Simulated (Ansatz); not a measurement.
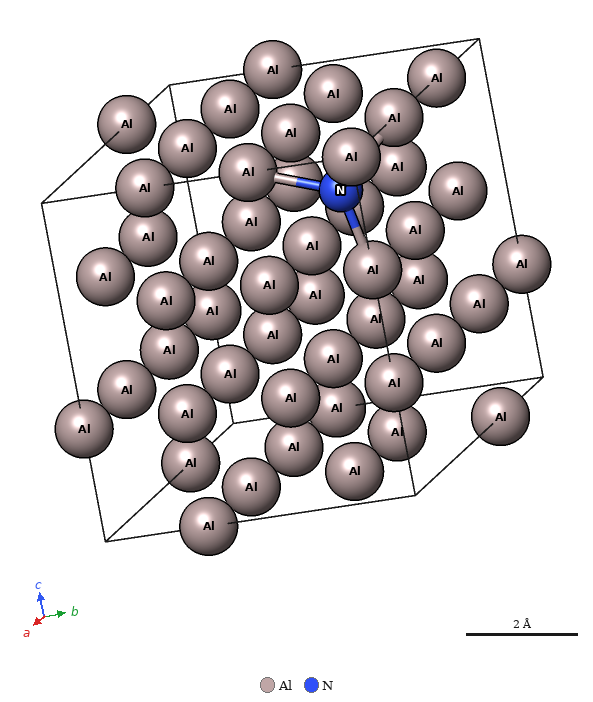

**Figure 1.** The starting structure (ball-and-stick view of the cell of the calculation, seen slightly off an axis).

Al₂₇N: geometry relaxation (part 1 of 2)

System: Al₂₇N (defect cell, 28 atoms in the cell).
Method: DFT PBE, scalar-relativistic, plane waves, PAW, no spin polarisation (Ansatz 0.2.0).

The structure derives from a Materials Project entry. It belongs to a series of runs on one base structure; here: N interstitial, charge +0, atoms relaxed.

## Input file
```yaml
crystal:
  lattice:
    - [-6.0624313821, -6.0624313821, 0.0]
    - [-6.0624313821, 0.0, -6.0624313821]
    - [0.0, -6.0624313821, -6.0624313821]
  atoms:
    - { symbol: Al, position: [0.6666666667, 0.6666666667, 0.6666666667] }
    - { symbol: Al, position: [0.3333333333, 0.6666666667, 0.6666666667] }
    - { symbol: Al, position: [0.0, 0.6666666667, 0.6666666667] }
    - { symbol: Al, position: [0.6666666667, 0.3333333333, 0.6666666667] }
    - { symbol: Al, position: [0.3333333333, 0.3333333333, 0.6666666667] }
    - { symbol: Al, position: [0.0, 0.3333333333, 0.6666666667] }
    - { symbol: Al, position: [0.6666666667, 0.0, 0.6666666667] }
    - { symbol: Al, position: [0.3333333333, 0.0, 0.6666666667] }
    - { symbol: Al, position: [0.0, 0.0, 0.6666666667] }
    - { symbol: Al, position: [0.6666666667, 0.6666666667, 0.3333333333] }
    - { symbol: Al, position: [0.3333333333, 0.6666666667, 0.3333333333] }
    - { symbol: Al, position: [0.0, 0.6666666667, 0.3333333333] }
    - { symbol: Al, position: [0.6666666667, 0.3333333333, 0.3333333333] }
    - { symbol: Al, position: [0.3333333333, 0.3333333333, 0.3333333333] }
    - { symbol: Al, position: [0.0, 0.3333333333, 0.3333333333] }
    - { symbol: Al, position: [0.6666666667, 0.0, 0.3333333333] }
    - { symbol: Al, position: [0.3333333333, 0.0, 0.3333333333] }
    - { symbol: Al, position: [0.0, 0.0, 0.3333333333] }
    - { symbol: Al, position: [0.6666666667, 0.6666666667, 0.0] }
    - { symbol: Al, position: [0.3333333333, 0.6666666667, 0.0] }
    - { symbol: Al, position: [0.0, 0.6666666667, 0.0] }
    - { symbol: Al, position: [0.6666666667, 0.3333333333, 0.0] }
    - { symbol: Al, position: [0.3333333333, 0.3333333333, 0.0] }
    - { symbol: Al, position: [0.0, 0.3333333333, 0.0] }
    - { symbol: Al, position: [0.6666666667, 0.0, 0.0] }
    - { symbol: Al, position: [0.3333333333, 0.0, 0.0] }
    - { symbol: Al, position: [0.0, 0.0, 0.0] }
    - { symbol: "N", position: [0.9360174528, 0.9172598691, 0.8911748564] }
basis:
  ecutwfc: 420
  xc_grid: 2
kpoints:
  mp_grid: { grid: [3, 3, 3], shift: [0.0, 0.0, 0.0] }
hamiltonian:
  xc: pbe
scf:
  occupations: { method: gaussian, width: 0.1 }
output:
  forces: true
  stress: false
  eigenvalues: true
  write_density: true
  write_potential: true
  elf: true
  volumetric_format: npy
relax:
  adjacent_minimum: "off"
  f_tol: 0.02
  max_steps: 60
```

Hardware: 4 threads of Arm Neoverse V1, 24 GiB of memory available, shared host.

Launched with:
```bash
ansatz run input.yaml --threads 4 --pin off --max-ram 8192MiB --backend cpu --events-out ev --progress --plain --runs-dir out
```

## The program's output
```
Engine: ansatz 0.2.0, aarch64-unknown-linux-gnu
Pseudopotentials: kind: paw
Pseudopotential: Al, paw, valence charge 3, recommended cutoff 420 eV (normal), Al.paw.azcp
Pseudopotential: N, paw, valence charge 5, recommended cutoff 420 eV (normal), N.paw.azcp
Functional definition: PBE
  parameter kappa = 0.804
  parameter beta = 0.06672455060314922
  exchange = pbe_x(kappa = kappa, mu = beta*pi^2/3)
  correlation = pbe_c(beta = beta)
Crystal: 28 atoms, lattice volume = 445.626 Å³
Basis set: ecut = 420 eV, 8657 PW (Γ), exchange–correlation on 120×120×120 points (8 copies of the dense FFT grid, shifted against one another)
Bands: 71, of which v1, the nominal top of the filled ones, is band 43 counted from 1 (42 counted from 0)
Symmetry: 1 space group operations
Space group: P1 (ITA 1), of the structure as read, at distance tolerance 7.6e-5 Å
k-points: 14 of 27 (time reversal used)
Non-local potential: Al, projectors of the file, l = 0: 2, l = 1: 2, l = 2: 1
Non-local potential: N, projectors of the file, l = 0: 2, l = 1: 2, l = 2: 1
PAW form: soft (Blöchl's): semilocal exchange-correlation on the pseudo side does not see the compensation charge
PAW one-centre angular grid: Al, 110 points (default); XC on 64 Gauss nodes
PAW one-centre angular grid: N, 110 points (default); XC on 64 Gauss nodes
Initial density: superposition of atomic densities (neutral atoms: chi_scale 0, normalization atom), corrected by the library's trained network
Initial wavefunctions: pseudopotential atomic-orbital guess
Functional: x = pbe(κ = 0.804, μ = 0.2195149727645171), c = pbe(β = 0.06672455060314922)
SCF iter   1: F=—  HF=-14895.513833 eV  |F-HF|=—  |Δ(HF+E_count)|=         —  Δρ=2.32e-3  dr2=1.09e-1  ethr=1.77e-3  ⟨swp⟩=7.6  Hψ=5054  notcnv=0  defer=24
preconditioner: auto → Kerker (q_TF=auto, 2.074 Å⁻¹)  [metal: Δε(μ)=0.007 eV  Ē_g=6.889 eV  σ=0.100 eV  W_gap=0.04  n_scr=64 (ndim 8)  ℏωp=16.1 eV  f_vac=0.000  D(μ)=18.56/eV (n_scr^D=168)]
SCF iter   2: F=—  HF=-14895.500004 eV  |F-HF|=—  |Δ(HF+E_count)|=   1.38e-2  Δρ=1.32e-3  dr2=3.45e-2  ethr=1.26e-4  ⟨swp⟩=1.0  Hψ=1148  notcnv=0  defer=33
SCF iter   3: F=—  HF=-14895.493704 eV  |F-HF|=—  |Δ(HF+E_count)|=   6.30e-3  Δρ=2.36e-4  dr2=3.10e-4  ethr=4.01e-5  ⟨swp⟩=2.1  Hψ=1095  notcnv=0  defer=33
SCF iter   4: F=—  HF=-14895.494300 eV  |F-HF|=—  |Δ(HF+E_count)|=   5.95e-4  Δρ=1.64e-4  dr2=1.01e-4  ethr=3.60e-7  ⟨swp⟩=2.0  Hψ=1329  notcnv=0  defer=33
iter 5 did not close the SCF: its close was put off for the readings that it lacked (scf_convergence_deferred on its scf_iter line)
SCF iter   5: F=-14895.494275 eV  HF=-14895.494278 eV  |F-HF|=2.82e-6  |Δ(HF+E_count)|=   2.16e-5  Δρ=2.47e-5  dr2=4.63e-6  ethr=1.18e-7  ⟨swp⟩=2.0  Hψ=1256  notcnv=0  defer=33
SCF iter   6: F=-14895.494277 eV  HF=-14895.494277 eV  |F-HF|=1.02e-7  |Δ(HF+E_count)|=   8.20e-7  Δρ=5.41e-6  dr2=2.05e-7  ethr=5.38e-9  ⟨swp⟩=15.6  Hψ=7783  notcnv=0
SCF 1 converged in 6 iterations: F = -14895.494277 eV  dr2 = 2.05e-7
  greatest PAW one-centre occupation: 0.827 electrons in one spin orbital (limit 2), on the N atom at site 27 (counted from 0), in its partial waves of l = 0
relax step   1: F+E_penalty+E_count = -14895.49427714 eV  Δ(F+E_penalty+E_count) = +0.000e0 eV  max|allowed force component| = 5.713e0 eV/Å  Δτ_max = 0.0000 Å  (6 SCF iters, dr2 threshold 1.00e-5 eV, accepted)
Initial density: handed on by an earlier stage of this run
Initial wavefunctions: those handed on with the density
iter 1 solved again at ethr=6.16e-4 eV; its pass at ethr=3.10e-3 eV (dr2=5.30e-1 eV) is discarded
SCF iter   1: F=—  HF=-14896.468600 eV  |F-HF|=—  |Δ(HF+E_count)|=         —  Δρ=7.23e-3  dr2=5.23e-1  ethr=6.16e-4  ⟨swp⟩=1.6  Hψ=3422  notcnv=0  defer=257
preconditioner: auto → Kerker (q_TF=auto, 2.074 Å⁻¹)  [metal: Δε(μ)=0.003 eV  Ē_g=7.134 eV  σ=0.100 eV  W_gap=0.02  n_scr=64 (ndim 8)  ℏωp=16.3 eV  f_vac=0.000  D(μ)=20.73/eV (n_scr^D=168)]
SCF iter   2: F=—  HF=-14896.390080 eV  |F-HF|=—  |Δ(HF+E_count)|=   7.85e-2  Δρ=2.33e-3  dr2=6.59e-2  ethr=6.08e-4  ⟨swp⟩=2.0  Hψ=1444  notcnv=0  defer=257
SCF iter   3: F=—  HF=-14896.379448 eV  |F-HF|=—  |Δ(HF+E_count)|=   1.06e-2  Δρ=1.02e-3  dr2=1.52e-2  ethr=7.66e-5  ⟨swp⟩=1.1  Hψ=1030  notcnv=0  defer=257
SCF iter   4: F=—  HF=-14896.376683 eV  |F-HF|=—  |Δ(HF+E_count)|=   2.76e-3  Δρ=1.92e-4  dr2=2.01e-4  ethr=1.77e-5  ⟨swp⟩=2.4  Hψ=1237  notcnv=0  defer=257
SCF iter   5: F=-14896.376630 eV  HF=-14896.376632 eV  |F-HF|=2.42e-6  |Δ(HF+E_count)|=   5.08e-5  Δρ=2.49e-5  dr2=4.54e-6  ethr=1.16e-7  ⟨swp⟩=16.8  Hψ=8379  notcnv=0
SCF 2 converged in 5 iterations: F = -14896.376630 eV  dr2 = 4.54e-6
  greatest PAW one-centre occupation: 0.818 electrons in one spin orbital (limit 2), on the N atom at site 27 (counted from 0), in its partial waves of l = 0
relax step   2: F+E_penalty+E_count = -14896.37662999 eV  Δ(F+E_penalty+E_count) = -8.824e-1 eV  max|allowed force component| = 2.823e0 eV/Å  Δτ_max = 0.0716 Å  (5 SCF iters, dr2 threshold 1.00e-4 eV, accepted)
SCF iter   1: F=—  HF=-14896.856987 eV  |F-HF|=—  |Δ(HF+E_count)|=         —  Δρ=7.33e-3  dr2=3.45e-1  ethr=2.64e-3  ⟨swp⟩=2.4  Hψ=2035  notcnv=0  defer=257
preconditioner: auto → Kerker (q_TF=auto, 2.074 Å⁻¹)  [metal: Δε(μ)=0.010 eV  Ē_g=7.102 eV  σ=0.100 eV  W_gap=0.06  n_scr=64 (ndim 8)  ℏωp=16.3 eV  f_vac=0.000  D(μ)=19.12/eV (n_scr^D=168)]
SCF iter   2: F=—  HF=-14896.804068 eV  |F-HF|=—  |Δ(HF+E_count)|=   5.29e-2  Δρ=2.99e-3  dr2=7.38e-2  ethr=4.01e-4  ⟨swp⟩=2.0  Hψ=1368  notcnv=0  defer=257
SCF iter   3: F=—  HF=-14896.791571 eV  |F-HF|=—  |Δ(HF+E_count)|=   1.25e-2  Δρ=4.37e-4  dr2=1.92e-3  ethr=8.58e-5  ⟨swp⟩=2.0  Hψ=1261  notcnv=0  defer=257
SCF iter   4: F=—  HF=-14896.791146 eV  |F-HF|=—  |Δ(HF+E_count)|=   4.25e-4  Δρ=7.57e-5  dr2=7.46e-5  ethr=2.23e-6  ⟨swp⟩=2.1  Hψ=1059  notcnv=0  defer=257
iter 5 did not close the SCF: its close was put off for the readings that it lacked (scf_convergence_deferred on its scf_iter line)
SCF iter   5: F=-14896.791127 eV  HF=-14896.791130 eV  |F-HF|=3.18e-6  |Δ(HF+E_count)|=   1.54e-5  Δρ=2.50e-5  dr2=4.96e-6  ethr=8.67e-8  ⟨swp⟩=2.0  Hψ=1250  notcnv=0  defer=257
SCF iter   6: F=-14896.791129 eV  HF=-14896.791129 eV  |F-HF|=5.53e-8  |Δ(HF+E_count)|=   1.12e-6  Δρ=3.62e-6  dr2=1.03e-7  ethr=5.76e-9  ⟨swp⟩=15.6  Hψ=7648  notcnv=0
SCF 3 converged in 6 iterations: F = -14896.791129 eV  dr2 = 1.03e-7
  greatest PAW one-centre occupation: 0.812 electrons in one spin orbital (limit 2), on the N atom at site 27 (counted from 0), in its partial waves of l = 0
relax step   3: F+E_penalty+E_count = -14896.79112929 eV  Δ(F+E_penalty+E_count) = -4.145e-1 eV  max|allowed force component| = 9.726e-1 eV/Å  Δτ_max = 0.0877 Å  (6 SCF iters, dr2 threshold 1.00e-4 eV, accepted)
SCF iter   1: F=—  HF=-14896.860816 eV  |F-HF|=—  |Δ(HF+E_count)|=         —  Δρ=2.50e-3  dr2=4.65e-2  ethr=2.18e-3  ⟨swp⟩=2.2  Hψ=1996  notcnv=0  defer=272
preconditioner: auto → Kerker (q_TF=auto, 2.074 Å⁻¹)  [metal: Δε(μ)=0.015 eV  Ē_g=7.114 eV  σ=0.100 eV  W_gap=0.09  n_scr=64 (ndim 8)  ℏωp=16.3 eV  f_vac=0.000  D(μ)=19.18/eV (n_scr^D=168)]
SCF iter   2: F=—  HF=-14896.853763 eV  |F-HF|=—  |Δ(HF+E_count)|=   7.05e-3  Δρ=1.29e-3  dr2=1.20e-2  ethr=5.41e-5  ⟨swp⟩=2.0  Hψ=1164  notcnv=0  defer=272
SCF iter   3: F=—  HF=-14896.851735 eV  |F-HF|=—  |Δ(HF+E_count)|=   2.03e-3  Δρ=6.62e-4  dr2=2.38e-3  ethr=1.39e-5  ⟨swp⟩=2.0  Hψ=1294  notcnv=0  defer=272
SCF iter   4: F=—  HF=-14896.851292 eV  |F-HF|=—  |Δ(HF+E_count)|=   4.43e-4  Δρ=1.10e-4  dr2=4.69e-5  ethr=2.77e-6  ⟨swp⟩=2.0  Hψ=1268  notcnv=0  defer=272
SCF iter   5: F=-14896.851290 eV  HF=-14896.851290 eV  |F-HF|=2.25e-7  |Δ(HF+E_count)|=   2.41e-6  Δρ=1.30e-5  dr2=7.73e-7  ethr=5.45e-8  ⟨swp⟩=17.2  Hψ=8960  notcnv=0
SCF 4 converged in 5 iterations: F = -14896.851290 eV  dr2 = 7.73e-7
  greatest PAW one-centre occupation: 0.810 electrons in one spin orbital (limit 2), on the N atom at site 27 (counted from 0), in its partial waves of l = 0
relax step   4: F+E_penalty+E_count = -14896.85128958 eV  Δ(F+E_penalty+E_count) = -6.016e-2 eV  max|allowed force component| = 1.577e-2 eV/Å  Δτ_max = 0.0826 Å  (5 SCF iters, dr2 threshold 1.00e-4 eV, accepted)
iter 1 solved again at ethr=9.47e-10 eV; its pass at ethr=3.10e-3 eV (dr2=8.14e-7 eV) is discarded
SCF iter   1: F=—  HF=-14896.851063 eV  |F-HF|=—  |Δ(HF+E_count)|=         —  Δρ=1.30e-5  dr2=8.17e-7  ethr=9.47e-10  ⟨swp⟩=1.0  Hψ=2408  notcnv=0
preconditioner: auto → Kerker (q_TF=auto, 2.074 Å⁻¹)  [metal: Δε(μ)=0.010 eV  Ē_g=7.116 eV  σ=0.100 eV  W_gap=0.05  n_scr=64 (ndim 8)  ℏωp=16.3 eV  f_vac=0.000  D(μ)=19.34/eV (n_scr^D=168)]
SCF iter   2: F=—  HF=-14896.851290 eV  |F-HF|=—  |Δ(HF+E_count)|=   2.27e-4  Δρ=7.83e-6  dr2=2.72e-7  ethr=9.47e-10  ⟨swp⟩=2.2  Hψ=1329  notcnv=0
SCF iter   3: F=-14896.851290 eV  HF=-14896.851290 eV  |F-HF|=1.12e-8  |Δ(HF+E_count)|=   3.06e-9  Δρ=1.97e-6  dr2=2.02e-8  ethr=1.16e-10  ⟨swp⟩=6.9  Hψ=4312  notcnv=0
SCF 5 converged in 3 iterations: F = -14896.851290 eV  dr2 = 2.02e-8
relax step   5: F+E_penalty+E_count = -14896.85128977 eV  Δ(F+E_penalty+E_count) = -1.821e-7 eV  max|allowed force component| = 1.572e-2 eV/Å  Δτ_max = 0.0000 Å  (3 SCF iters, accepted)
```

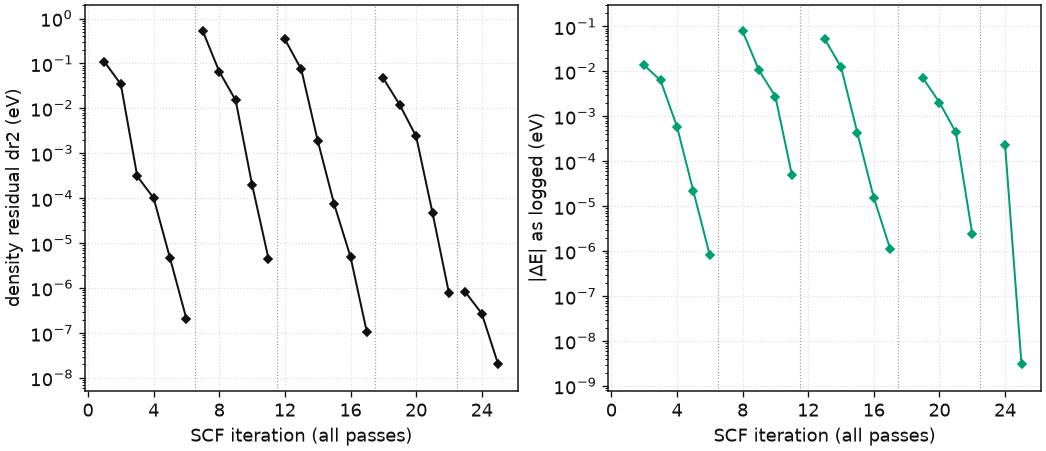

**Figure 2.** Convergence of the self-consistent field: density residual dr2 and size of the energy change against the SCF iteration. The dotted lines part the SCF passes of the relaxation: geometry steps, rejected trials and re-solves on a re-selected basis. The 5 passes take 3 to 6 iterations each, 25 in all.

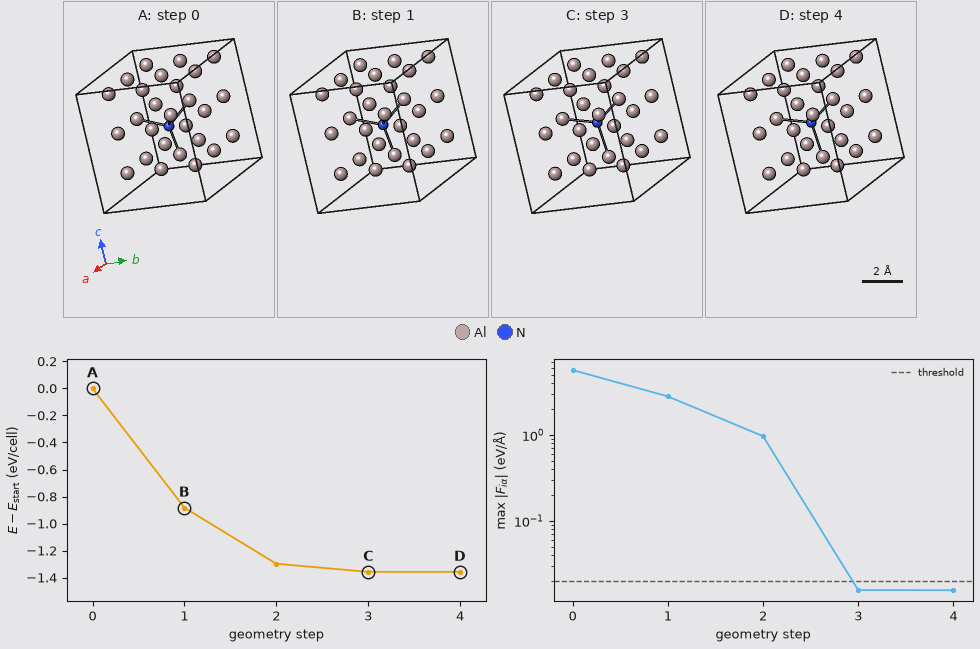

**Figure 3.** Frames of the relaxation (ball-and-stick view of the cell of the calculation (origin shifted), seen slightly off an axis) above the curves, on which the letters mark them (the first geometry is step 0 here and step 1 in the log).

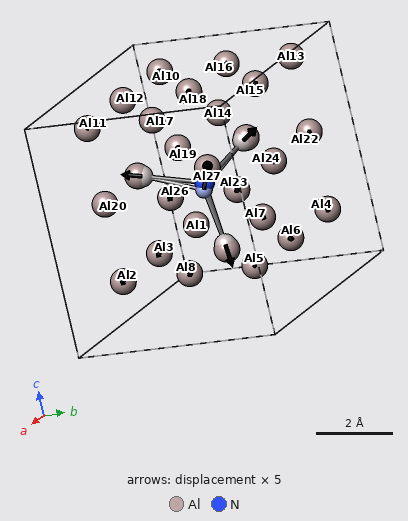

**Figure 4.** Start (faint) and end (solid) with the displacements as black arrows, magnified 5 times (ball-and-stick view of the cell of the calculation (origin shifted), seen slightly off an axis). Over 4 geometry steps the energy falls by 1.357 eV per cell of the calculation. The largest force component goes from 5.7 to 0.016 eV/Å. N28 moves most: 0.19 Å. By element the largest moves are N 0.19 Å, Al 0.13 Å. The cell doesn't change. Among the contacts that change: Al9–N28 1.574 → 1.873 Å, Al21–N28 1.765 → 1.873 Å, Al27–N28 1.799 → 1.873 Å, Al25–N28 1.891 → 1.872 Å. Among the angles that change: Al25–N28–Al27 101.5° → 109.5°, Al9–N28–Al21 117.6° → 109.6°, Al21–N28–Al25 102.8° → 109.4°. (Atoms are counted from 1 in the order of the input.)

```
SCF converged after 3 iterations
Free energy (F): -14896.851290 eV
Harris-Foulkes:  -14896.851290 eV  (|F-HF|=1.12e-8)
Internal energy: -14896.754589 eV  (E = F + TS)
E sigma→0 (E₀):  -14896.802940 eV
Entropy (-TS):   -0.096700 eV (-3.454 meV/atom)
Fermi energy:    8.126505 eV
--- Per-component energies (eV) ---
  E_band       = 291.015714
  E_kinetic    = 757.430948
  E_local      = -128.923289  (includes V_loc(G=0)·N_el)
  E_nonlocal   = 324.944763
  E_hartree    = 159.801936
  E_xc         = -1136.512929
  E_vxc        = -863.069426  (∫ρ·V_xc dr)
  E_paw        = -12746.561785  (= ΣΔE_a)
  E_vpaw       = -118.968685  (= ΣTr[D̂ρ^β])
  E_aug_tail   = 0.000039  (compensation charges beyond the density's cutoff)
  E_ewald      = -2126.934273
  E_smearing   = -0.096700  (= −TS)
  E_closure    = 0.000000  (closes the sum)
  Σ components = -14896.851290   (vs F -14896.851290, Δ=0.00e0)
--- Forces (eV/Å), atoms counted from 1 ---
  atom   1  Al    -0.00470894     0.00165211     0.00563474
  atom   2  Al     0.00626951     0.00548752     0.00377198
  atom   3  Al    -0.00501652    -0.00003193     0.00075304
  atom   4  Al    -0.00678465    -0.00154175    -0.00117459
  atom   5  Al     0.00781791    -0.00074609    -0.01259634
  atom   6  Al     0.00146098     0.00491996     0.00204521
  atom   7  Al     0.00078595     0.00008372     0.00362849
  atom   8  Al    -0.00306546     0.00306127    -0.00454975
  atom   9  Al     0.01118404    -0.01087352    -0.00797371
  atom  10  Al    -0.00329184    -0.01104895    -0.00903066
  atom  11  Al     0.00378211    -0.00331799    -0.01572189
  atom  12  Al     0.01524374     0.00402023    -0.01496516
  atom  13  Al     0.00321574    -0.00549734    -0.00419367
  atom  14  Al     0.01231122    -0.00252449    -0.00404914
  atom  15  Al    -0.00935443    -0.00053116     0.00220620
  atom  16  Al     0.00696571    -0.00888430     0.00280696
  atom  17  Al    -0.00154447     0.00915070     0.00558701
  atom  18  Al    -0.00452905    -0.00253845     0.01116354
  atom  19  Al     0.00193996     0.00039218     0.00074146
  atom  20  Al    -0.00032775    -0.00178255    -0.00008427
  atom  21  Al    -0.00387348     0.01078230     0.01278452
  atom  22  Al    -0.00121101     0.00015997    -0.00133469
  atom  23  Al     0.00893733     0.00765985     0.00948209
  atom  24  Al    -0.01194748    -0.00946629     0.01232711
  atom  25  Al    -0.00024402     0.00310362    -0.00219282
  atom  26  Al    -0.00757566     0.00590396    -0.00820939
  atom  27  Al    -0.00662440     0.01075580     0.00138589
  atom  28  N     -0.00981876    -0.00834688     0.01176376
  max |Σ_I F_I| component: 5.92e-6 eV/Å
--- Band table (eV; the first three rows and the last of 14) ---
  k-point 0: bands = ["-7.8204", "-2.8371", "-0.3166", "-0.3118", "-0.3074", "-0.0918", "-0.0891", "-0.0862", "-0.0344", "0.4198", "0.6922", "0.6942", "0.6954", "0.8845", "0.8884", "2.6954", "3.1386", "3.1413", "3.1474", "4.7075", "4.7082", "4.7105", "4.7598", "4.7656", "4.7798", "4.7831", "4.7857", "5.7046", "5.7074", "5.7112", "5.7871", "6.9283", "6.9288", "6.9323", "6.9733", "6.9734", "6.9753", "7.0478", "7.0539", "7.2238", "7.2307", "7.2346", "8.2264", "8.4069", "8.4092", "8.4273", "8.4298", "8.4342", "8.4455", "8.4463", "8.4465", "8.5005", "8.5280", "8.5301", "8.5324", "8.5994", "8.6011", "8.6015", "8.6233", "10.7998", "10.8025", "10.8038", "11.9041", "12.4192", "12.4202", "12.8156", "12.8175", "12.8177", "13.1776", "14.2512", "14.2530"]
```
